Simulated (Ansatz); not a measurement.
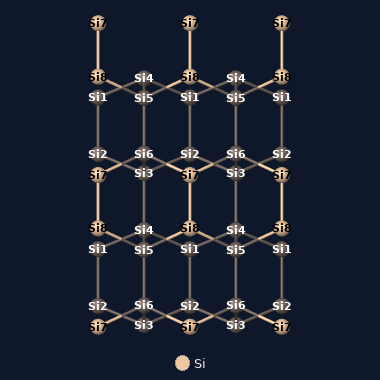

The system is N on a Si(100) slab cut from the P6_3/mmc phase, its upper half relaxed before the scan (8 atoms of substrate and one adsorbate in a 1 × 1 cell); the picture shows it without the atoms that are moved over the map. N is moved over the surface cell; relaxed at each place: the height of the adsorbate's atoms; substrate rigid; the origin of the map has the adsorbate above Si7. Places are given modulo a cell vector. The map is drawn in real space over the plane of the surface. Grid: 6 × 6 points; 24 points were computed and 12 follow by symmetry. Energies: eV, counted from the lowest grid point. Energies and slopes of some neighbouring points disagree (a jump in structure or state, or too coarse a mesh). At some places the adsorbate sinks to or below the level of the top layer. The magnetic moment jumps between some neighbouring points. With one adsorbate in each 1 × 1 cell, its nearest image is 3.9 Å away, so neighbouring adsorbates interact. All numbers below come from Ansatz 0.2.0, DFT PBE, scalar-relativistic, plane waves, PAW. Settings: cutoff 420 eV, k-mesh 7×4×1, gaussian smearing 0.05 eV, spin-polarised.

Range: position of N9 along the first surface vector from 0.000 to 0.833; position of N9 along the second surface vector from 0.000 to 0.833.

### What landscape does the calculation give?

The lowest grid point is at (0/6, 5/6) of the cell vectors [nearest 1 Si at 1.66 Å]. The highest grid point, a place at or below the level of the top layer, (3/6, 5/6) of the cell vectors, lies 2.95 eV above the lowest. At the lowest point the adsorbate has 1 Si at 1.66 Å as nearest neighbours, at the highest 1 Si at 1.96 Å. Its relaxed height above the top atom is 1.27 Å at the lowest and −0.95 Å at the highest point.

| second ↓, first → | 0/6 | 1/6 | 2/6 | 3/6 | 4/6 | 5/6 |
| --- | --- | --- | --- | --- | --- | --- |
| 5/6 | 0.00 | 0.33 | 1.78 | 2.95 | 1.78 | 0.33 |
| 4/6 | 2.23 | 2.31 | 1.99 | 1.11 | 1.99 | 2.31 |
| 3/6 | 2.32 | 2.11 | 0.87 | 2.08 | 0.87 | 2.11 |
| 2/6 | 2.32 | 1.97 | 2.23 | 2.55 | 2.23 | 1.97 |
| 1/6 | 2.32 | 1.93 | 1.06 | 2.35 | 1.06 | 1.93 |
| 0/6 | 2.29 | 2.35 | 1.82 | 1.07 | 1.82 | 2.35 |

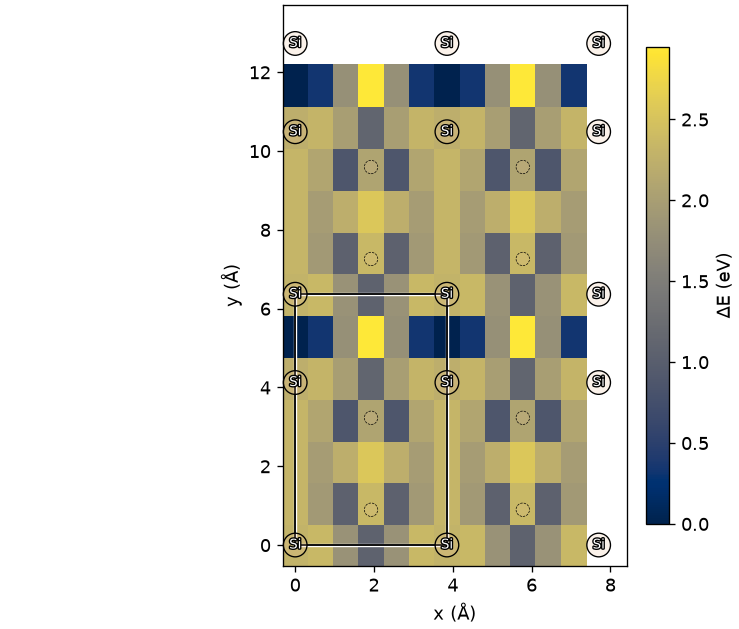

In the figure: one coloured cell a grid point, labelled circles for the atoms of the top layer and small ones for the second layer, the outline of one cell of the 2 × 2 shown.

The whole map (24 points run) took 36 min on 2 threads of Intel(R) Xeon(R) 6975P-C (Granite Rapids), with other jobs on the host.

PAW datasets: the set soft_1.
